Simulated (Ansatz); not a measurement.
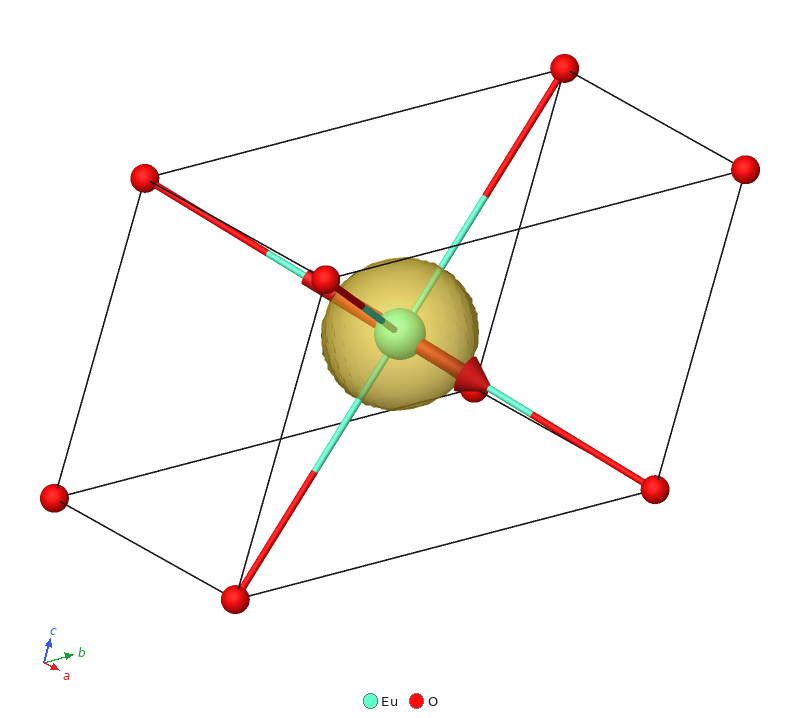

Figure 1: EuO. Isosurface of the size of the magnetisation density at 1.5 e/Å³ (yellow), with the spin moments of the magnetic sites as arrows; seen at an oblique angle.

Space group Fm-3m; started from the rocksalt prototype; Hubbard U of 6 eV on Eu f only.

Level of theory: DFT PBE+U, spin-orbit coupling, plane waves, PAW (Ansatz 0.2.0).

The density is the valence pseudo-density of a PAW calculation; it isn't the true density close to the nuclei.

```yaml
crystal:
  lattice:
    - [0.00000, 2.58828, 2.58828]
    - [2.58828, 0.00000, 2.58828]
    - [2.58828, 2.58828, 0.00000]
  atoms:
    - { symbol: Eu, position: [0.50000, 0.50000, 0.50000] }
    - { symbol: O, position: [0.00000, 0.00000, 0.00000] }
```

**Describe the magnetic structure.**

Spin moments: Eu 6.5 μB. There is one magnetic site in the cell, along [1 1 −1] of the cell.
